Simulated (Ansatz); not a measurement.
A series of calculations on TiO2

Part 1: Relaxation

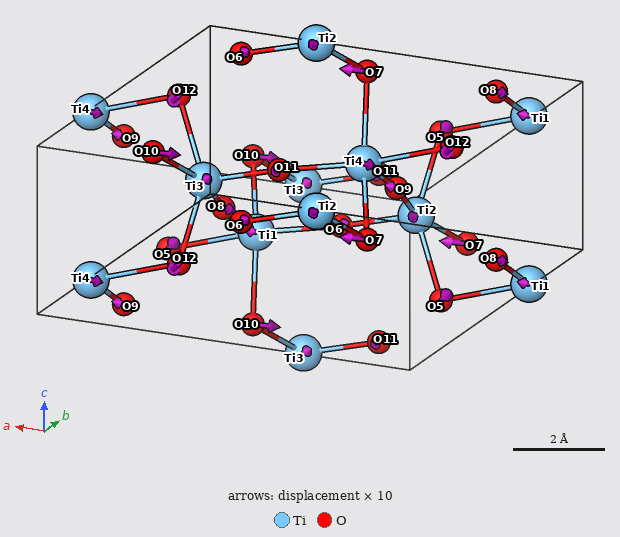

This is a relaxation of crystalline TiO2 (set up in I4/m). The starting structure is drawn; purple arrows show the displacements, magnified 10 times.

The picture is a ball-and-stick view of the conventional cell (2 times the calculation's cell), seen from a free direction. Lengths and directions refer to the drawn axes.

Case: equal strain along all axes, cell held, atoms relaxed: +4.0 %.

Method: Ansatz 0.2.0, DFT r2SCAN, scalar-relativistic, plane waves, PAW. Settings: plane-wave cutoff 500 eV; k-point mesh 8 × 8 × 8; occupations gaussian; smearing width 0.02 eV; no spin polarisation; atoms relaxed in a fixed cell; force threshold 0.008 eV/Å; at most 40 steps.

> What did the optimiser do to the structure, and how much energy did it gain?

The largest moves, 0.067 Å, are those of O5, O7, O10 and O12. O10 goes roughly along −a. Largest moves by element: O 0.067 Å, Ti 0.034 Å. The cell doesn't change. Among the contacts that change: Ti1–O5 2.239 → 2.174 Å, Ti1–O8 1.809 → 1.752 Å, Ti1–O6 1.916 → 1.964 Å, Ti1–O10 2.032 → 2.041 Å. Among the angles between lasting bonds that change: Ti2–O7–Ti4 102.3° → 104.6°, O7–Ti4–O11 95.5° → 93.3°, O7–Ti4–O9 103.3° → 105.5°. The space group stays I4/m (No. 87). Over 5 accepted moves (6 points after the start) the energy falls by 55.2 meV per cell of the calculation. The largest force component goes from 0.5 to 0.0013 eV/Å. The line search rejected the trial step at point 4 of the run.

Part 2: Relaxation

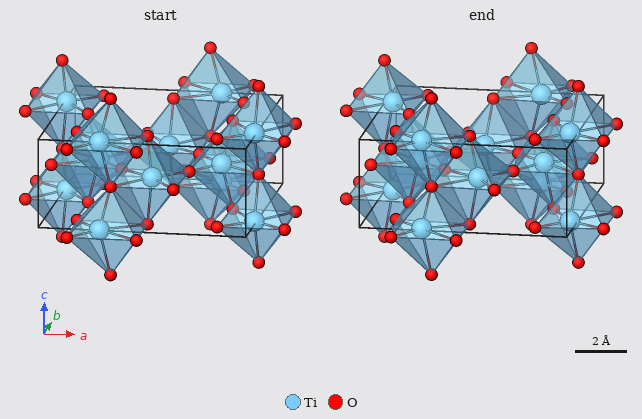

The structure of a crystal of TiO$_{2}$ (set up in I4/m) before (left) and after (right) a relaxation, at one scale.

Style: polyhedral. Shown: the conventional cell (2 times the calculation's cell), slightly off an axis. Lengths and directions refer to the drawn axes.

Case: equal strain along all axes, cell held, atoms relaxed: -4.0 %.

Theory: Ansatz 0.2.0, DFT r2SCAN, scalar-relativistic, plane waves, PAW.

Input file:
```yaml
crystal:
  lattice:
    - [-4.1749466441, 4.1749466441, 1.8056446445]
    - [4.1749466441, -4.1749466441, 1.8056446445]
    - [4.1749466441, 4.1749466441, -1.8056446445]
  atoms:
    - { symbol: Ti, position: [0.2925816266, 0.0107400472, 0.3033216738] }
    - { symbol: Ti, position: [0.0107400472, 0.7074183734, 0.7181584206] }
    - { symbol: Ti, position: [0.9892599528, 0.2925816266, 0.2818415794] }
    - { symbol: Ti, position: [0.7074183734, 0.9892599528, 0.6966783262] }
    - { symbol: O, position: [0.499428441, 0.1511821606, 0.6506106016] }
    - { symbol: O, position: [0.1663083689, 0.8422511856, 0.0085595545] }
    - { symbol: O, position: [0.1511821606, 0.500571559, 0.6517537196] }
    - { symbol: O, position: [0.1577488144, 0.1663083689, 0.3240571833] }
    - { symbol: O, position: [0.8422511856, 0.8336916311, 0.6759428167] }
    - { symbol: O, position: [0.8488178394, 0.499428441, 0.3482462804] }
    - { symbol: O, position: [0.8336916311, 0.1577488144, 0.9914404455] }
    - { symbol: O, position: [0.500571559, 0.8488178394, 0.3493893984] }
basis:
  ecutwfc: 500
kpoints:
  mp_grid: { grid: [8, 8, 8] }
hamiltonian:
  xc: r2scan
scf:
  occupations: { method: gaussian, width: 0.02 }
output:
  forces: true
  stress: true
  eigenvalues: true
relax:
  adjacent_minimum: "off"
  f_tol: 0.008
  max_steps: 40
```

Launched with:
```bash
ansatz run input.yaml --threads 2 --pin off --max-ram 5120MiB --backend cpu --events-out ev --progress --plain --runs-dir out
```

### Describe what moved and what it gained.

The energy falls by 77.2 meV per cell of the calculation in 6 accepted moves (7 points after the start). Largest force component: 0.52 eV/Å at the start, 0.0074 eV/Å at the end. 1 step only repeated the SCF at the same geometry. The largest moves, 0.22 Å, are those of Ti1, Ti2, Ti3 and Ti4. Ti1 goes along +a. By element the largest moves are Ti 0.22 Å, O 0.15 Å. The lattice vectors keep their values. Among the contacts that change: Ti1–O12 2.201 → 2.303 Å, Ti1–O5 2.088 → 2.011 Å, Ti1–O6 1.758 → 1.804 Å, Ti1–Ti2 3.046 → 3.060 Å. Among the angles between lasting bonds that change: O9–Ti4–O12 96.7° → 107.7°, O5–Ti4–O9 168.8° → 179.7°, O11–Ti4–O12 161.0° → 150.9°. The space group stays I4/m (No. 87).

Part 3: Series

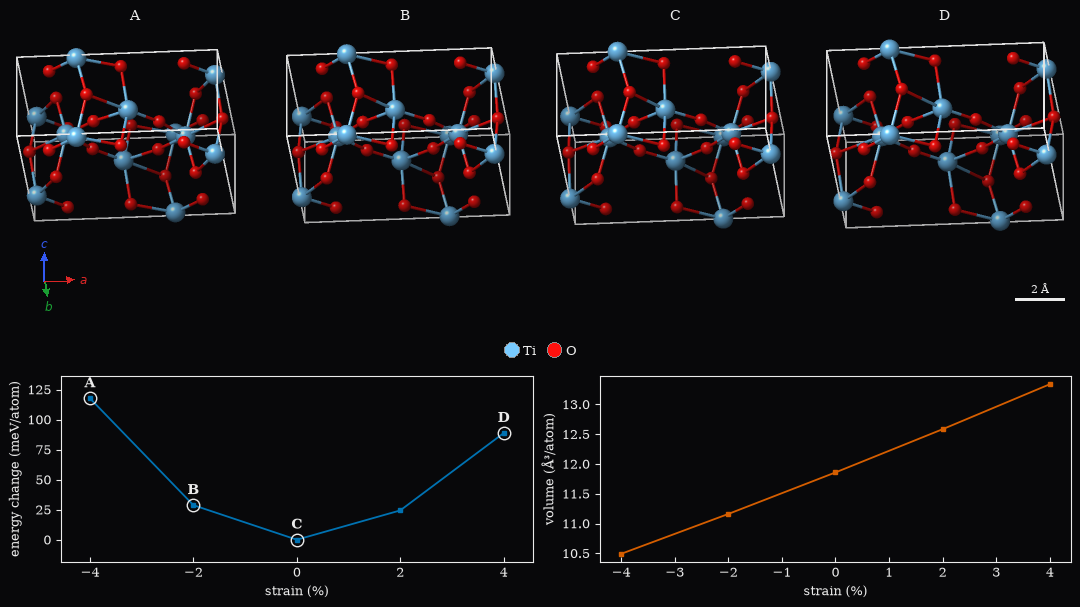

Members of a series of calculations on crystalline TiO2 (set up in I4/m), marked on the first curve. Style: ball-and-stick. Shown: the conventional cell (2 times the calculation's cell), from a free direction. Lengths and directions refer to the drawn axes.

Level of theory: DFT r2SCAN, scalar-relativistic, plane waves, PAW (Ansatz 0.2.0). (plane-wave cutoff 500 eV; k-point mesh 8 × 8 × 8; occupations gaussian; smearing width 0.02 eV; no spin polarisation)

Describe the series.

Answer. Equal strain along all axes, cell held, atoms relaxed. A (strain −4.0 %): energy change 118 meV/atom, volume 10.49 Å³ per atom. B (strain −2.0 %): energy change 28.7 meV/atom, volume 11.16 Å³ per atom. C (strain 0.0 %): energy change 0.0 meV/atom, volume 11.86 Å³ per atom. D (strain 4.0 %): energy change 88.7 meV/atom, volume 13.34 Å³ per atom. The rest compares A with D. The volume changes by +27.1 %, with a = b 8.350 → 9.046 Å (+8.3 %), c 3.611 → 3.912 Å (+8.3 %). Some distances before and after: O–Ti 2.303 → 2.540 Å, O–Ti 1.878 → 2.041 Å, O–Ti 2.011 → 2.174 Å.
